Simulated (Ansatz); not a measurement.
# Calculations on Sn

**1. Relaxation**

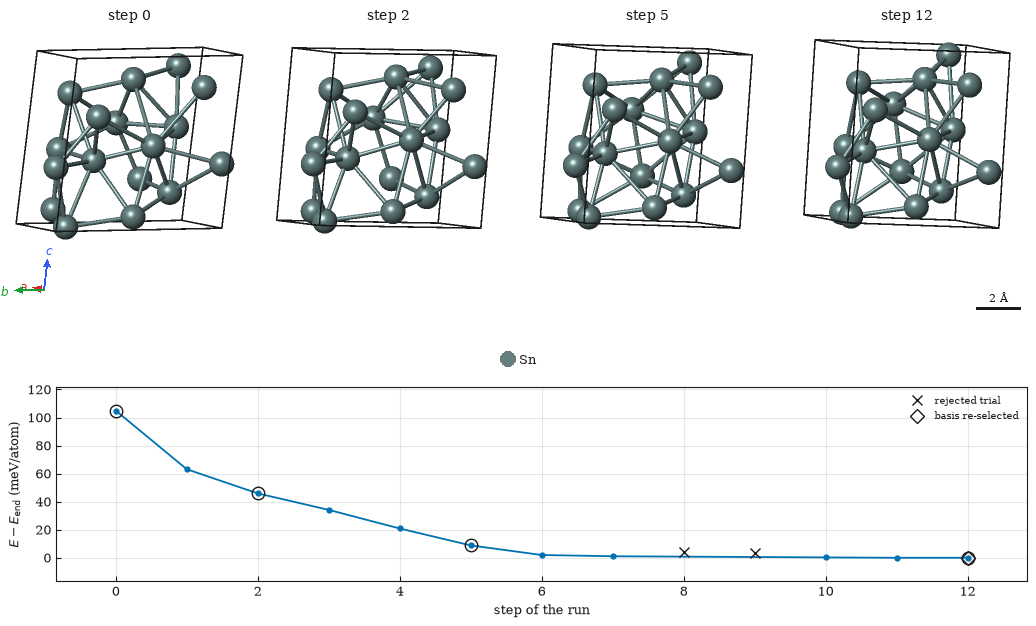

Frames of a relaxation of an amorphous cell of composition Sn (coarse preliminary run), marked on the history of the run. Style: ball-and-stick. Shown: the cell of the calculation, reduced to other axes, from a free direction. Lengths and directions refer to the drawn axes.

Case: the last frame of the dynamics.

The calculation used DFT PBE, scalar-relativistic, plane waves, PAW in Ansatz.

Input
```yaml
crystal:
  lattice:
    - [8.055981, -0.055309, -0.510063]
    - [-0.055309, 7.819387, -0.213999]
    - [-0.510063, -0.213999, 7.997109]
  atoms:
    - { symbol: Sn, position: [0.0625011348, 0.2710832515, 0.4785807766] }
    - { symbol: Sn, position: [0.0080606304, 0.3383518612, 0.8621905499] }
    - { symbol: Sn, position: [0.4692159343, 0.2912192861, 0.4036651817] }
    - { symbol: Sn, position: [0.7677101435, 0.6601165529, 0.854788272] }
    - { symbol: Sn, position: [0.9047265683, 0.8348885171, 0.1759254807] }
    - { symbol: Sn, position: [0.4339602478, 0.8341966612, 0.8381752487] }
    - { symbol: Sn, position: [0.0801839168, 0.9502947569, 0.7993911074] }
    - { symbol: Sn, position: [0.5784863115, 0.8911989273, 0.4965248397] }
    - { symbol: Sn, position: [0.3628061054, 0.186831789, 0.0015416043] }
    - { symbol: Sn, position: [0.2464786053, 0.9656336008, 0.2938275736] }
    - { symbol: Sn, position: [0.6507979689, 0.1581576033, 0.789142769] }
    - { symbol: Sn, position: [0.384124808, 0.4618658629, 0.7104663647] }
    - { symbol: Sn, position: [0.8064367166, 0.2283261852, 0.1537507947] }
    - { symbol: Sn, position: [0.8429824022, 0.5955474926, 0.4971997486] }
    - { symbol: Sn, position: [0.5626365966, 0.6187449292, 0.1963132344] }
    - { symbol: Sn, position: [0.1877331774, 0.5203340846, 0.2133946299] }
  symmetry: { detect: false }
basis:
  ecutwfc: 420
kpoints:
  mp_grid: { grid: [2, 2, 2], shift: [0.5, 0.5, 0.5] }
hamiltonian:
  xc: pbe
scf:
  occupations: { method: gaussian, width: 0.1 }
  lower_state_search: "off"
output:
  forces: true
  stress: true
  eigenvalues: true
relax:
  adjacent_minimum: "off"
  f_tol: 0.04
  max_steps: 70
  cell: { stress_tol: 0.3 }
```

Run as
```bash
ansatz run input.yaml --threads 2 --pin off --max-ram 5120MiB --backend cpu --events-out ev --progress --plain --runs-dir out
```

Question: What happens along the run?

Answer: The largest moves relative to the cell, 0.89 Å, are those of Sn10 and Sn14. Sn14 goes roughly along [−2 −3 −1]. The volume changes by −3.5 %, with a 7.823 → 8.154 Å (+4.2 %), b 8.016 → 7.300 Å (−8.9 %), c 8.072 → 8.131 Å (+0.7 %), α 97.3° → 90.8°, β 90.7° → 91.0°, γ 93.1° → 92.0°. Among the contacts that change: Sn6–Sn10 4.608 → 3.186 Å, Sn8–Sn13 4.453 → 3.211 Å, Sn7–Sn10 4.434 → 3.376 Å, Sn12–Sn15 4.096 → 3.224 Å. Bond angles that change, for instance: Sn6–Sn8–Sn10 96.1° → 59.9°, Sn1–Sn14–Sn15 114.5° → 148.9°, Sn5–Sn10–Sn9 107.3° → 75.8°. The energy falls by 105 meV per atom in 9 accepted moves (12 points after the start). Largest force component: 0.67 eV/Å at the start, 0.021 eV/Å at the end. The pressure goes from 0.38 to 0.00 GPa. The line search rejected the trial steps at points 8, 9 of the run. The SCF was repeated once at an unchanged geometry on a basis and grid sized afresh for the cell, which shifted the energy by less than 0.05 meV per atom at most. From step 0 to 2: Sn14 moves most (0.38 Å), volume −2.5 %, energy −59.0 meV per atom. From step 2 to 5: Sn10 moves most (0.56 Å), volume −0.8 %, energy −37.1 meV per atom. From step 5 to 12: Sn5 moves most (0.25 Å), volume −0.3 %, energy −8.8 meV per atom.

```tsv
step	E − E(0), meV/atom	largest force component, eV/Å	pressure, GPa	volume, Å³/atom	note
0	0.00	0.6708	0.38	31.333	
1	-41.79	0.2679	-0.31	31.146	
2	-59.02	0.2537	0.15	30.549	
3	-70.76	0.2143	0.01	30.494	
4	-84.03	0.2320	-0.07	30.425	
5	-96.09	0.1466	-0.01	30.303	
6	-102.94	0.0772	-0.01	30.305	
7	-103.82	0.0477	-0.06	30.327	
8	-100.73	0.1217	0.02	30.242	rejected
9	-101.70	0.1985	0.21	30.138	rejected
10	-104.65	0.0350	0.00	30.253	
11	-104.92	0.0208	0.01	30.224	
12	-104.91	0.0208	0.00	30.224	same geometry, new basis
```

Limits of the set-up: the periodic images lie only 7.8 Å apart, so the values are limited by the cell's size.

**2. Dynamics**

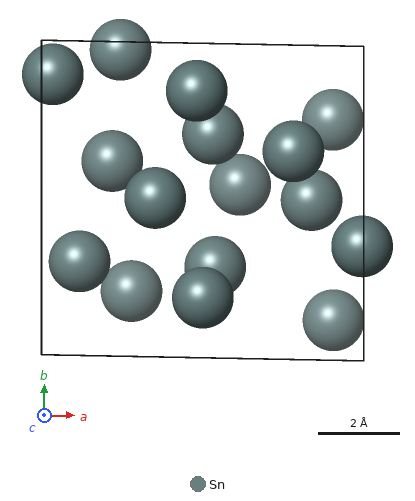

Starting frame of a dynamics run of an amorphous cell of composition Sn (16 atoms in the cell). A spheres-only model of the simulation cell, seen along the c axis.

These are results of DFT PBE, scalar-relativistic, plane waves, PAW (Ansatz 0.2.0), not measurements.

The input:
```yaml
crystal:
  lattice:
    - [8.055981, -0.055309, -0.510063]
    - [-0.055309, 7.819387, -0.213999]
    - [-0.510063, -0.213999, 7.997109]
  atoms:
    - { symbol: Sn, position: [0.1181544502, 0.2991890479, 0.4437488303] }
    - { symbol: Sn, position: [0.9949213793, 0.3639777024, 0.8611026627] }
    - { symbol: Sn, position: [0.5390488529, 0.2897129955, 0.4315440579] }
    - { symbol: Sn, position: [0.7816288223, 0.6622090455, 0.7865411887] }
    - { symbol: Sn, position: [0.9042070544, 0.7646953431, 0.1207829965] }
    - { symbol: Sn, position: [0.4816973672, 0.8488066702, 0.8714936858] }
    - { symbol: Sn, position: [0.0353128042, 0.8923488625, 0.694314194] }
    - { symbol: Sn, position: [0.532104603, 0.7129072855, 0.5143006313] }
    - { symbol: Sn, position: [0.2793555672, 0.2077601848, 0.0923381653] }
    - { symbol: Sn, position: [0.2454260076, 0.9746821665, 0.3809934773] }
    - { symbol: Sn, position: [0.5007240032, 0.1912548157, 0.7965956562] }
    - { symbol: Sn, position: [0.3529151366, 0.5054377649, 0.7368826856] }
    - { symbol: Sn, position: [0.9060025618, 0.1272761847, 0.1259349999] }
    - { symbol: Sn, position: [0.8380687273, 0.5082639285, 0.4699364446] }
    - { symbol: Sn, position: [0.616491628, 0.5522237454, 0.1252398051] }
    - { symbol: Sn, position: [0.2196622249, 0.6202699053, 0.3061262243] }
  symmetry: { detect: false }
basis:
  ecutwfc: 320
  xc_grid: 1
kpoints:
  mp_grid: { grid: [1, 1, 1], shift: [0.25, 0.25, 0.25] }
hamiltonian:
  xc: pbe
scf:
  occupations: { method: fermi_dirac, width: 0.0776 }
  lower_state_search: "off"
  convergence: { dr2_threshold: 1.0e-05 }
output:
  forces: true
  stress: true
md:
  timestep: 3.0
  n_steps: 24
  ensemble: nvt_langevin
  friction: 0.03
  temperature: 900.0
  initial_velocities: maxwell_boltzmann
  seed: 94666
```

Launched with:
```bash
ansatz run input.yaml --threads 2 --pin off --max-ram 5120MiB --backend cpu --events-out ev --progress --plain --runs-dir out
```

**Predict how the run goes.**

The mean temperature in the second half is 1273 K (standard deviation 137 K). That is still far from the set 900 K: the thermostat hasn't settled it within this run. The temperature is still climbing (977 K in the second quarter, 1394 K in the last), so the run isn't equilibrated. The potential energy in the second half lies on average 26.7 meV per atom below the first frame. The mean pressure there is 5.4 GPa. In the second half of the run the atoms are, in the root-mean-square, this far from where they began (common drift taken out): Sn 0.19 Å. The run lasts only 72 fs, too short to tell vibration from diffusion.

Along the run (each row but the first and the last is the mean over the interval that it begins):

```csv
time (fs),potential energy (meV/atom),T (K),p (GPa)
0.0,0.0,844,5.4
9.0,0.8,942,5.5
18.0,-2.3,993,5.5
27.0,-8.2,962,5.5
36.0,-16.1,1138,5.5
45.0,-24.8,1163,5.4
54.0,-28.9,1368,5.5
63.0,-33.8,1390,5.4
72.0,-36.4,1378,5.3
```

The paths of the atoms, magnified 2 times:

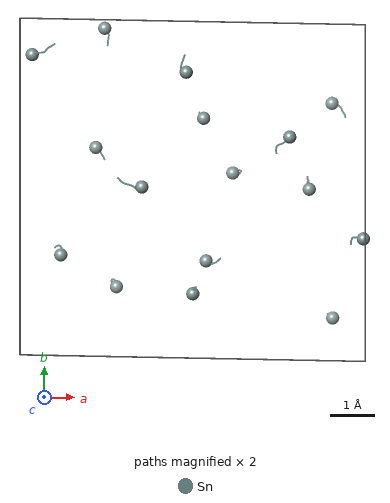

Limits of the set-up: the cutoff lies below the recommended one; the periodic images lie only 7.8 Å apart, so the values are limited by the cell's size.

**3. Dynamics**

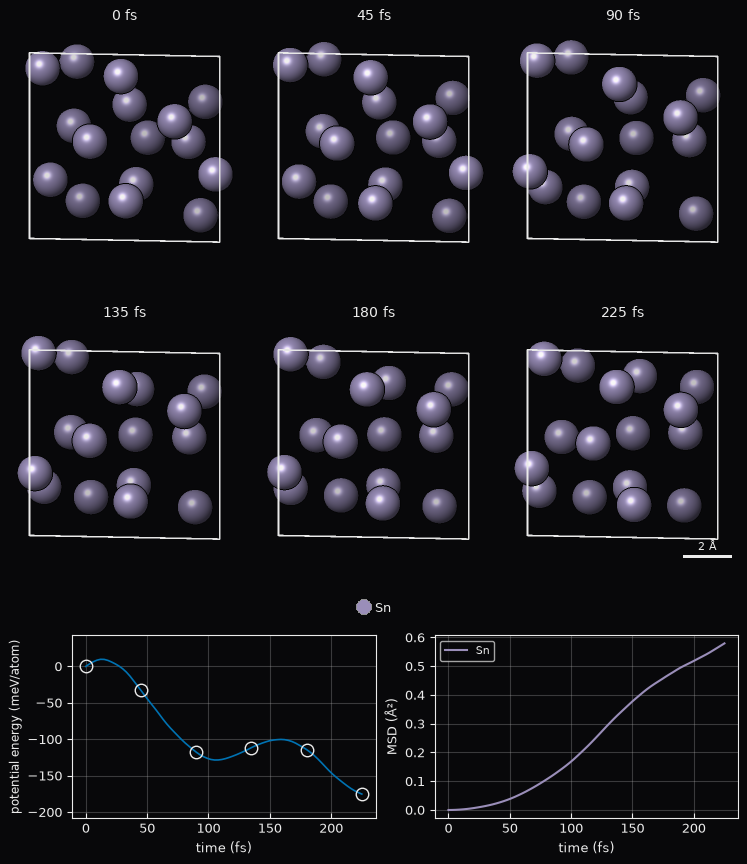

First-principles dynamics of an amorphous cell of composition Sn (16 atoms in the cell), 225 fs long. Frames and the history of the run. The picture is a spheres-only view of the simulation cell, seen along the c axis. Atoms that leave the cell re-enter on the other side.

Level of theory: DFT PBE, scalar-relativistic, plane waves, PAW in Ansatz 0.2.0. Settings: plane-wave cutoff 420 eV; k-point mesh 1 × 1 × 1; Fermi-Dirac smearing 0.0776 eV; volume 1.12 times that of the relaxed crystal; set temperature 900 K; time step 3 fs.

Q: Describe the run.

A: The mean temperature in the second half is 1267 K (standard deviation 197 K). That is above the set 900 K, because the structure releases potential energy faster than the thermostat removes it. The temperature is still falling (1553 K in the second quarter, 1257 K in the last), so the run isn't equilibrated. The potential energy is still drifting at the end, so the run hasn't reached equilibrium. The potential energy in the second half lies on average 126 meV per atom below the first frame. The mean pressure there is 3.0 GPa. In the second half of the run the atoms are, in the root-mean-square, this far from where they began (common drift taken out): Sn 0.65 Å. Against the typical shortest distance between atoms in the first frame, about 2.8 Å these are large excursions, but over 225 fs one can't yet tell strong vibration from the start of diffusion.

Limits of the set-up: the periodic images lie only 7.8 Å apart, so the values are limited by the cell's size.

Cost: 8.2 min on 2 threads of Intel(R) Xeon(R) Processor @ 2.50GHz (Skylake/Cascade Lake), on a shared host, peak memory 0.71 GiB.
